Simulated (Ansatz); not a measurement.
**Single-point calculation of Cu4N3**

- system: Cu4N3 (Pm-3m, 7 atoms in the cell)
- method: DFT PBE, scalar-relativistic, plane waves, PAW, no spin polarisation (Ansatz 0.2.0)

The structure was made by swapping elements on the sites of another compound; it need not be a known phase. It belongs to a series of runs on one base structure; here: Ni replaced by Cu, lengths x 1.027, a random strain and shift of atoms within the space group.

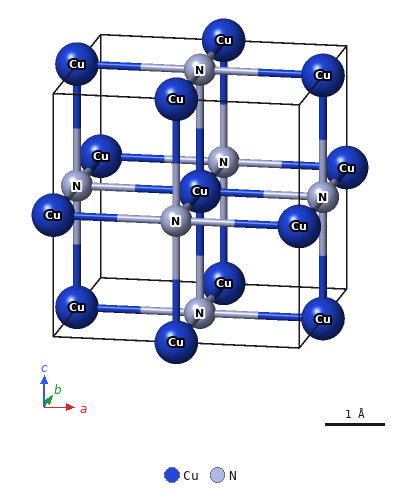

*The structure (ball-and-stick view of the cell of the calculation, seen slightly off an axis).*

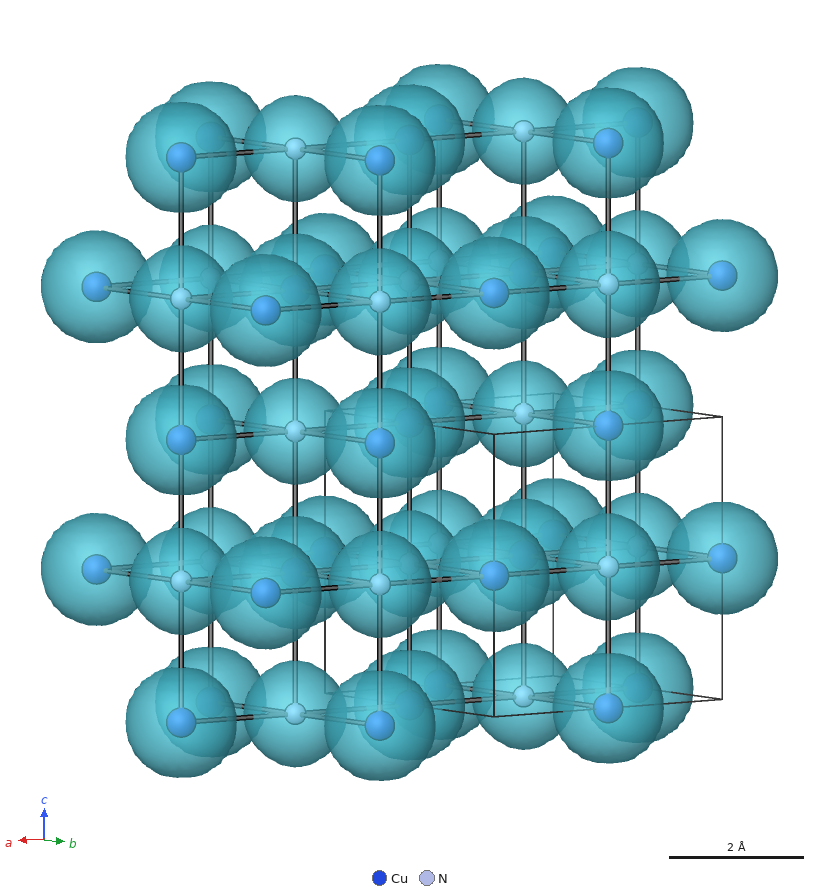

*Isosurface of the valence pseudo-density at 0.8 e/Å³ (cyan), seen at an oblique angle. Sticks mark near contacts. The outline is the cell set on symmetry axes.*

At this value the density breaks into separate islands; it holds about 80 % of the electrons treated as valence (semicore included). It is pinched off along the Cu–N (2.13 Å) contacts. On the grid the lowest density along these lines, outside the cores, is 0.47 e/Å³ (Cu–N, 2.13 Å). Core electrons are frozen (PAW), so the fields are smoothed inside the atomic spheres.

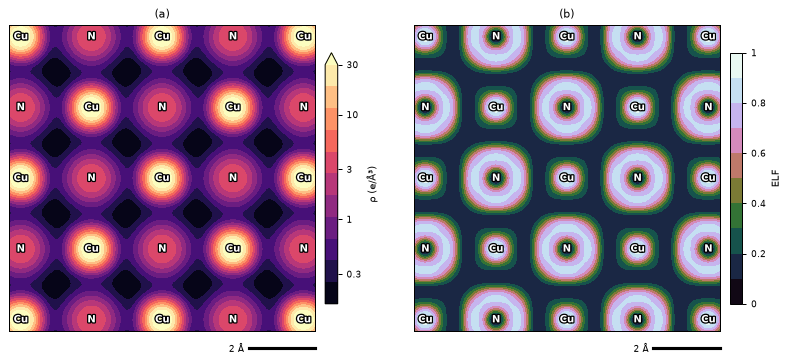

*(a) valence pseudo-density; (b) electron localisation function on the (010) plane of the conventional cell.*

Atoms in the plane: Cu and N. Cu–N (2.13 Å): ρ is about 0.47 e/Å³ halfway; the ELF is about 0.25 at the midpoint (a polar contact without a shared pair, in a metal). Away from the nuclei the density in this plane falls to 0.16 e/Å³ at its lowest. The strong features right at Cu lie inside the PAW spheres (semicore, d or f shells) and say nothing about bonding.

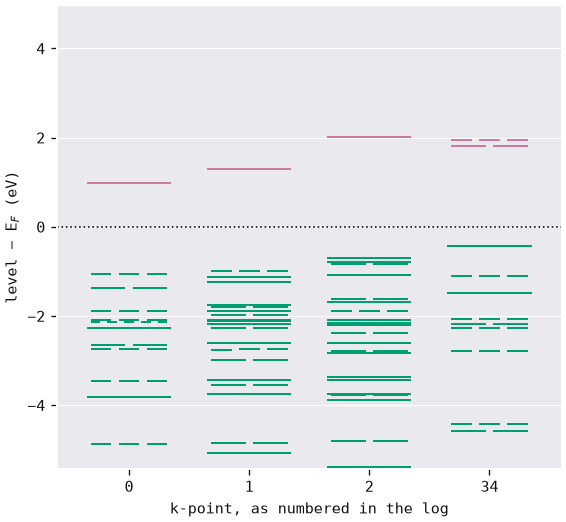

*Kohn–Sham levels near the Fermi level (dotted) at the few k-points that the log prints; levels within 0.02 eV of each other stand side by side.*

The system is metallic on the full mesh.

The input that produced these results follows, with the program's output.

**Input file**
```yaml
crystal:
  lattice:
    - [4.2652494086, 0.0, 0.0]
    - [0.0, 4.2652494086, 0.0]
    - [0.0, 0.0, 4.2652494086]
  atoms:
    - { symbol: Cu, position: [0.0, 0.5, 0.0] }
    - { symbol: Cu, position: [0.5, 0.0, 0.0] }
    - { symbol: Cu, position: [0.5, 0.5, 0.5] }
    - { symbol: Cu, position: [0.0, 0.0, 0.5] }
    - { symbol: "N", position: [0.5, 0.0, 0.5] }
    - { symbol: "N", position: [0.0, 0.5, 0.5] }
    - { symbol: "N", position: [0.5, 0.5, 0.0] }
basis:
  ecutwfc: 420
kpoints:
  mp_grid: { grid: [8, 8, 8] }
hamiltonian:
  xc: pbe
scf:
  occupations: { method: gaussian, width: 0.1 }
output:
  forces: true
  stress: true
  eigenvalues: true
  write_density: true
  write_potential: true
  elf: true
  volumetric_format: npy
```

Launch command:
```bash
ansatz run input.yaml --threads 1 --pin off --max-ram 2560MiB --backend cpu --events-out ev --progress --plain --runs-dir out
```

**The program's output**
```
Engine: ansatz 0.2.0, aarch64-unknown-linux-gnu
Pseudopotentials: kind: paw
Pseudopotential: Cu, paw, valence charge 19, recommended cutoff 420 eV (normal), Cu.paw.azcp
Pseudopotential: N, paw, valence charge 5, recommended cutoff 420 eV (normal), N.paw.azcp
Functional definition: PBE
  parameter kappa = 0.804
  parameter beta = 0.06672455060314922
  exchange = pbe_x(kappa = kappa, mu = beta*pi^2/3)
  correlation = pbe_c(beta = beta)
Crystal: 7 atoms, lattice volume = 77.595 Å³
Basis set: ecut = 420 eV, 1503 PW (Γ), exchange–correlation on 60×60×60 points (8 copies of the dense FFT grid, shifted against one another)
Bands: 55, of which v1, the nominal top of the filled ones, is band 46 counted from 1 (45 counted from 0)
Symmetry: 48 space group operations
Space group: Pm-3m (ITA 221), of the structure as read, at distance tolerance 4.3e-5 Å
k-points: 35 of 512
Non-local potential: Cu, projectors of the file, l = 0: 3, l = 1: 2, l = 2: 3, l = 3: 1
Non-local potential: N, projectors of the file, l = 0: 2, l = 1: 2, l = 2: 1
PAW form: soft (Blöchl's): semilocal exchange-correlation on the pseudo side does not see the compensation charge
PAW one-centre angular grid: Cu, 590 points (default); XC on 64 Gauss nodes
PAW one-centre angular grid: N, 110 points (default); XC on 64 Gauss nodes
Initial density: superposition of atomic densities (neutral atoms: chi_scale 0, normalization atom), corrected by the library's trained network
Initial wavefunctions: pseudopotential atomic-orbital guess
Functional: x = pbe(κ = 0.804, μ = 0.2195149727645171), c = pbe(β = 0.06672455060314922)
SCF iter   1: F=—  HF=-27646.672081 eV  |F-HF|=—  |Δ(HF+E_count)|=         —  Δρ=8.53e-3  dr2=5.28e-2  ethr=1.77e-3  ⟨swp⟩=5.7  Hψ=6051  notcnv=0  defer=39
preconditioner: auto → Kerker (q_TF=auto, 2.802 Å⁻¹)  [metal: Δε(μ)=0.019 eV  Ē_g=9.246 eV  σ=0.100 eV  W_gap=0.10  n_scr=26 (ndim 8)  ℏωp=32.4 eV  f_vac=0.005  D(μ)=7.52/eV (n_scr^D=92)]
SCF iter   2: F=—  HF=-27646.667856 eV  |F-HF|=—  |Δ(HF+E_count)|=   4.23e-3  Δρ=3.33e-3  dr2=1.07e-2  ethr=5.80e-5  ⟨swp⟩=1.8  Hψ=2420  notcnv=0  defer=44
SCF iter   3: F=—  HF=-27646.666286 eV  |F-HF|=—  |Δ(HF+E_count)|=   1.57e-3  Δρ=1.72e-3  dr2=2.38e-3  ethr=1.18e-5  ⟨swp⟩=2.1  Hψ=2271  notcnv=0  defer=44
SCF iter   4: F=—  HF=-27646.665928 eV  |F-HF|=—  |Δ(HF+E_count)|=   3.58e-4  Δρ=3.85e-4  dr2=1.16e-4  ethr=2.62e-6  ⟨swp⟩=2.3  Hψ=2430  notcnv=0  defer=44
SCF iter   5: F=—  HF=-27646.665940 eV  |F-HF|=—  |Δ(HF+E_count)|=   1.23e-5  Δρ=2.63e-4  dr2=7.00e-5  ethr=1.27e-7  ⟨swp⟩=2.0  Hψ=2691  notcnv=0  defer=44
SCF iter   6: F=—  HF=-27646.665795 eV  |F-HF|=—  |Δ(HF+E_count)|=   1.45e-4  Δρ=1.27e-4  dr2=1.23e-5  ethr=7.69e-8  ⟨swp⟩=2.4  Hψ=2505  notcnv=0  defer=44
SCF iter   7: F=—  HF=-27646.665794 eV  |F-HF|=—  |Δ(HF+E_count)|=   6.68e-7  Δρ=4.39e-5  dr2=3.59e-6  ethr=1.35e-8  ⟨swp⟩=2.0  Hψ=2487  notcnv=0  defer=44
SCF iter   8: F=—  HF=-27646.665794 eV  |F-HF|=—  |Δ(HF+E_count)|=   6.58e-7  Δρ=1.25e-5  dr2=2.05e-7  ethr=3.94e-9  ⟨swp⟩=2.0  Hψ=2509  notcnv=0  defer=44
SCF iter   9: F=-27646.665794 eV  HF=-27646.665794 eV  |F-HF|=1.13e-8  |Δ(HF+E_count)|=   2.61e-8  Δρ=3.87e-6  dr2=1.63e-8  ethr=1.10e-10  ⟨swp⟩=11.6  Hψ=12082  notcnv=0
SCF 1 converged in 9 iterations: F = -27646.665794 eV  dr2 = 1.63e-8
  greatest PAW one-centre occupation: 1.000 electrons in one spin orbital (limit 2), on the Cu atom at site 1 (counted from 0), in its partial waves of l = 0
SCF converged after 9 iterations
Free energy (F): -27646.665794 eV
Harris-Foulkes:  -27646.665794 eV  (|F-HF|=1.13e-8)
Internal energy: -27646.627518 eV  (E = F + TS)
E sigma→0 (E₀):  -27646.646656 eV
Entropy (-TS):   -0.038276 eV (-5.468 meV/atom)
Fermi energy:    11.980442 eV
--- Per-component energies (eV) ---
  E_band       = -1723.022605
  E_kinetic    = 1561.042070
  E_local      = -18789.187904  (includes V_loc(G=0)·N_el)
  E_nonlocal   = 1698.583152
  E_hartree    = 8169.940313
  E_xc         = -528.564487
  E_vxc        = -678.158915  (∫ρ·V_xc dr)
  E_paw        = -7027.630338  (= ΣΔE_a)
  E_vpaw       = -1855.177841  (= ΣTr[D̂ρ^β])
  E_aug_tail   = 0.000839  (compensation charges beyond the density's cutoff)
  E_ewald      = -12730.811164
  E_smearing   = -0.038276  (= −TS)
  E_closure    = 0.000000  (closes the sum)
  Σ components = -27646.665794   (vs F -27646.665794, Δ=0.00e0)
--- Forces (eV/Å), atoms counted from 1 ---
  atom   1  Cu     0.00000000     0.00000000    -0.00000000
  atom   2  Cu     0.00000000    -0.00000000     0.00000000
  atom   3  Cu     0.00000000    -0.00000000     0.00000000
  atom   4  Cu     0.00000000     0.00000000     0.00000000
  atom   5  N     -0.00000000    -0.00000000     0.00000000
  atom   6  N      0.00000000    -0.00000000     0.00000000
  atom   7  N      0.00000000    -0.00000000    -0.00000000
  max |Σ_I F_I| component: 2.00e-28 eV/Å
--- Stress (GPa, compression-positive) ---
      -15.194384       0.000000       0.000000
       -0.000000     -15.194384       0.000000
        0.000000       0.000000     -15.194384
  P = ⅓ Tr σ = -15.1944 GPa (-151.944 kbar)
--- Band table (eV; the first three rows and the last of 35) ---
  k-point 0: bands = ["-100.8715", "-100.4609", "-100.4600", "-100.4600", "-58.2301", "-58.2301", "-58.2301", "-57.8954", "-57.8954", "-57.8954", "-57.8944", "-57.8944", "-57.8944", "-57.7081", "-57.7081", "-57.7081", "-3.4900", "-1.5261", "-1.5261", "7.1206", "7.1206", "7.1206", "8.1621", "8.5298", "8.5298", "8.5298", "9.2418", "9.2418", "9.2418", "9.3379", "9.3379", "9.7041", "9.8401", "9.8401", "9.8401", "9.8436", "9.8436", "9.8838", "9.8838", "9.8838", "10.0978", "10.0978", "10.0978", "10.6117", "10.6117", "10.9209", "10.9209", "10.9209", "12.9603", "17.2135", "18.0024", "18.0024", "19.8240", "19.8240", "19.8240"]
  k-point 1: bands = ["-100.8715", "-100.4609", "-100.4600", "-100.4599", "-58.2301", "-58.2301", "-58.2301", "-57.8954", "-57.8954", "-57.8954", "-57.8944", "-57.8944", "-57.8944", "-57.7081", "-57.7081", "-57.7081", "-3.4184", "-1.5777", "-1.4992", "6.9148", "7.1338", "7.1338", "8.2329", "8.4328", "8.4328", "8.5521", "8.9880", "8.9899", "9.2193", "9.2352", "9.2352", "9.3685", "9.7010", "9.7010", "9.8018", "9.8579", "9.8836", "9.9967", "9.9967", "10.0979", "10.1895", "10.1895", "10.2206", "10.7329", "10.8577", "10.9912", "10.9912", "10.9968", "13.2763", "17.4881", "17.7258", "18.3248", "19.6925", "19.6925", "20.1503"]
  k-point 2: bands = ["-100.8716", "-100.4608", "-100.4601", "-100.4599", "-58.2301", "-58.2301", "-58.2301", "-57.8954", "-57.8953", "-57.8953", "-57.8945", "-57.8945", "-57.8944", "-57.7082", "-57.7081", "-57.7081", "-3.2168", "-1.7344", "-1.4327", "6.5893", "7.1747", "7.1747", "8.0965", "8.2145", "8.2145", "8.2412", "8.5550", "8.6134", "9.1573", "9.1998", "9.1998", "9.3785", "9.5939", "9.5939", "9.7852", "9.8206", "9.8830", "10.0981", "10.1019", "10.1019", "10.3000", "10.3526", "10.3526", "10.9051", "11.1532", "11.1532", "11.1894", "11.2843", "13.9970", "17.0209", "18.4051", "19.2044", "19.4021", "19.4021", "20.9352"]
  k-point 34: bands = ["-100.8716", "-100.4603", "-100.4603", "-100.4603", "-58.2302", "-58.2302", "-58.2302", "-57.8988", "-57.8988", "-57.8988", "-57.8910", "-57.8910", "-57.8910", "-57.7155", "-57.7047", "-57.7047", "-1.6678", "-1.6678", "-1.6678", "4.9568", "5.6105", "5.6105", "5.6105", "7.3908", "7.3908", "7.5507", "7.5507", "7.5507", "9.1967", "9.1967", "9.1967", "9.7182", "9.7182", "9.7182", "9.7966", "9.7966", "9.9158", "9.9158", "9.9158", "10.4894", "10.8858", "10.8858", "10.8858", "11.5573", "13.8015", "13.8015", "13.9270", "13.9270", "13.9270", "19.0900", "19.0900", "19.0900", "20.2779", "20.2779", "20.2779"]
```

**Summary**

```csv
quantity,value
outcome,converged
space group (tolerance 0.01 Å),Pm-3m (221)
electrons treated,91
free energy,−27646.6658 eV
Fermi energy,11.980 eV
gap on the k-point mesh,none (metallic)
pressure,−15.19 GPa
largest force (length of the vector),under 0.001 eV/Å
hardware,"1 thread of Arm Neoverse V2, 128 GiB of memory available, shared host"
wall time,11 s
peak memory,0.46 GiB
```

**Remarks**

The cell holds an odd number of electrons but the run has no spin polarisation, so it comes out as a metal. The cell is under a tension of 15.2 GPa at this level, so it is not at its equilibrium volume.
